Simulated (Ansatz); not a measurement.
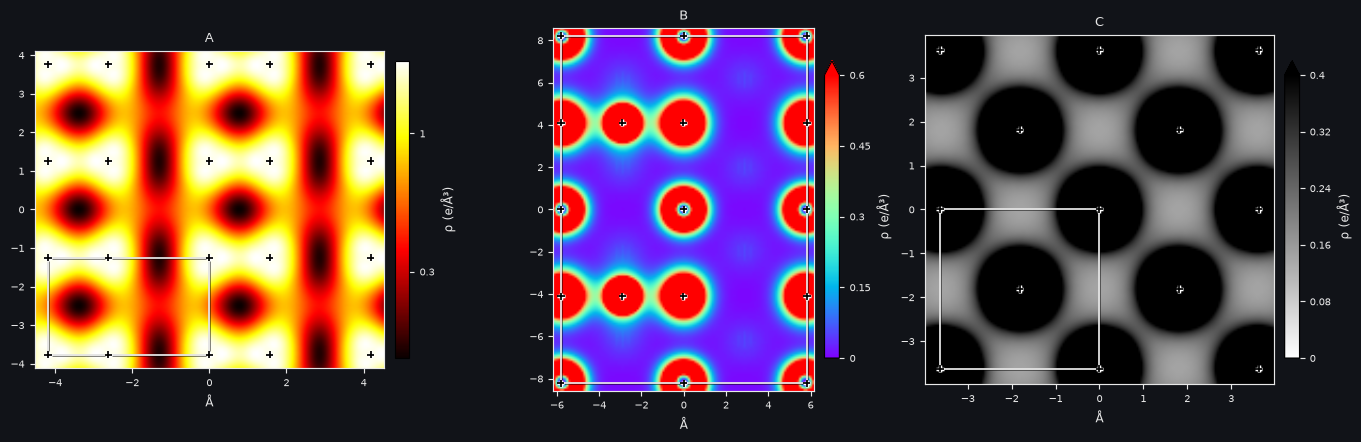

The valence electron density of 3 systems, each on a plane through atoms (crosses mark nuclei in the plane).

Method: Ansatz 0.2.0, DFT PBE, scalar-relativistic, plane waves, PAW.

System 1: Cs$_{2}$SnI$_{6}$, the (011) plane of the conventional cell. Space group Fm-3m.

```yaml
crystal:
  lattice:
    - [11.62760, 0.00000, 0.00000]
    - [0.00000, 11.62760, 0.00000]
    - [0.00000, 0.00000, 11.62760]
  atoms:
    - { symbol: Cs, position: [0.25000, 0.25000, 0.25000] }
    - { symbol: Cs, position: [0.75000, 0.75000, 0.25000] }
    - { symbol: Cs, position: [0.75000, 0.25000, 0.75000] }
    - { symbol: Cs, position: [0.25000, 0.75000, 0.75000] }
    - { symbol: Cs, position: [0.75000, 0.25000, 0.25000] }
    - { symbol: Cs, position: [0.25000, 0.75000, 0.25000] }
    - { symbol: Cs, position: [0.25000, 0.25000, 0.75000] }
    - { symbol: Cs, position: [0.75000, 0.75000, 0.75000] }
    - { symbol: Sn, position: [0.00000, 0.00000, 0.00000] }
    - { symbol: Sn, position: [0.50000, 0.50000, 0.00000] }
    - { symbol: Sn, position: [0.50000, 0.00000, 0.50000] }
    - { symbol: Sn, position: [0.00000, 0.50000, 0.50000] }
    - { symbol: I, position: [0.24898, 0.00000, 0.00000] }
    - { symbol: I, position: [0.74898, 0.50000, 0.00000] }
    - { symbol: I, position: [0.74898, 0.00000, 0.50000] }
    - { symbol: I, position: [0.24898, 0.50000, 0.50000] }
    - { symbol: I, position: [0.00000, 0.24898, 0.00000] }
    - { symbol: I, position: [0.50000, 0.74898, 0.00000] }
    - { symbol: I, position: [0.50000, 0.24898, 0.50000] }
    - { symbol: I, position: [0.00000, 0.74898, 0.50000] }
    - { symbol: I, position: [0.75102, 0.00000, 0.00000] }
    - { symbol: I, position: [0.25102, 0.50000, 0.00000] }
    - { symbol: I, position: [0.25102, 0.00000, 0.50000] }
    - { symbol: I, position: [0.75102, 0.50000, 0.50000] }
    - { symbol: I, position: [0.50000, 0.25102, 0.00000] }
    - { symbol: I, position: [0.00000, 0.75102, 0.00000] }
    - { symbol: I, position: [0.00000, 0.25102, 0.50000] }
    - { symbol: I, position: [0.50000, 0.75102, 0.50000] }
    - { symbol: I, position: [0.00000, 0.00000, 0.24898] }
    - { symbol: I, position: [0.50000, 0.50000, 0.24898] }
    - { symbol: I, position: [0.50000, 0.00000, 0.74898] }
    - { symbol: I, position: [0.00000, 0.50000, 0.74898] }
    - { symbol: I, position: [0.50000, 0.00000, 0.25102] }
    - { symbol: I, position: [0.00000, 0.50000, 0.25102] }
    - { symbol: I, position: [0.00000, 0.00000, 0.75102] }
    - { symbol: I, position: [0.50000, 0.50000, 0.75102] }
```

System 2: C, the (11̄0) plane of the conventional cell. Space group P6₃/mmc; a generated structure, not necessarily the stable one.

```
CELL_PARAMETERS angstrom
2.51158 0.00000 0.00000
-1.25579 2.17510 0.00000
0.00000 0.00000 4.18022
ATOMIC_POSITIONS crystal
C 0.33333 0.66667 0.06273
C 0.66667 0.33333 0.56273
C 0.66667 0.33333 0.93727
C 0.33333 0.66667 0.43727
```

System 3: Cu, the (001) plane of the conventional cell. Space group Fm-3m; a generated structure, not necessarily the stable one; computed without spin polarisation.

```
Cu
1.0
     3.63013    0.00000    0.00000
     0.00000    3.63013    0.00000
     0.00000    0.00000    3.63013
Cu
4
Direct
  0.00000 0.00000 0.00000
  0.50000 0.50000 0.00000
  0.50000 0.00000 0.50000
  0.00000 0.50000 0.50000
```

### Match each panel to its system.

Panel A is system 2, C: the plane holds C. C–C (1.57 Å): ρ is about 1.5 e/Å³ halfway. Panel B is system 1, Cs$_{2}$SnI$_{6}$: the plane holds Cs, Sn and I. Sn–I (2.90 Å): ρ is about 0.35 e/Å³ halfway. Panel C is system 3, Cu: the plane holds Cu. Cu–Cu (2.57 Å): ρ is about 0.26 e/Å³ halfway.
